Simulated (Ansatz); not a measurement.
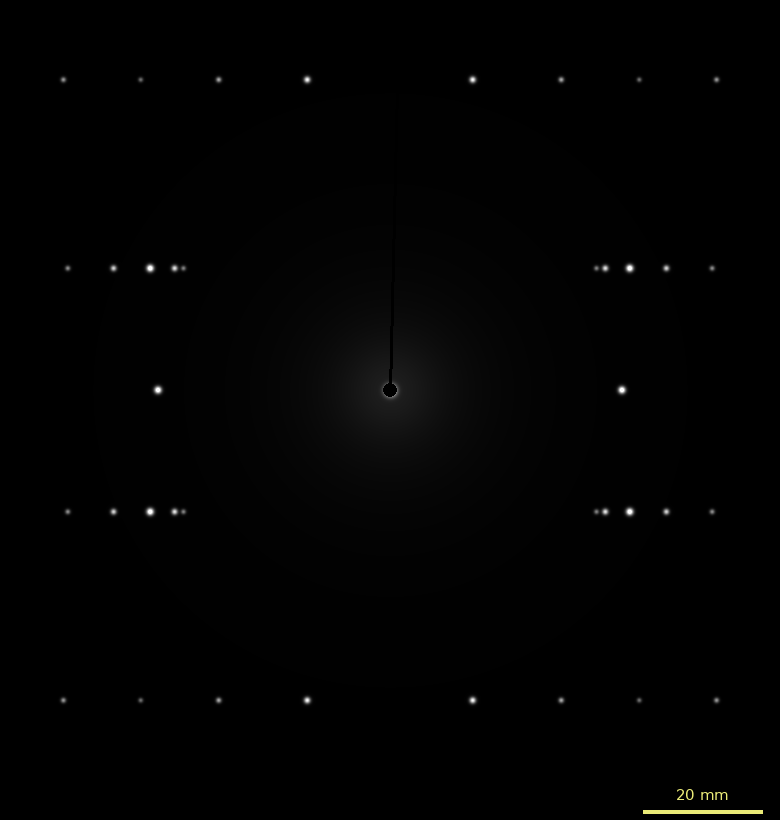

Simulated X-ray rotation photograph: Cu Kα radiation (λ = 1.5418 Å), cylindrical film of radius 57.3 mm unrolled, rotation axis vertical and normal to the beam, kinematic intensities without Lorentz or polarisation factors, the film spanning ±63° about the beam; spots down to d = 1.43 Å.

**Measure the layer lines and find the identity period along the axis.**

The first layer line lies 20.5 mm from the equator, so tan ν = 0.359, sin ν = 0.338 and the period is λ/sin ν = 4.57 Å. Further lines follow at 52.4 mm.

The crystal is V, space group P6_3/mmc (No. 194), a = 2.637 Å, c = 9.200 Å (hexagonal axes). Structure: coordinates from a relaxation with Ansatz 0.2.0, DFT PBE, scalar-relativistic, plane waves, PAW; the starting structure was generated, so it need not be a known form of this composition.

**About which axis was it rotated?**

About [210] (or an equivalent direction), whose length in the conventional cell is 4.568 Å.
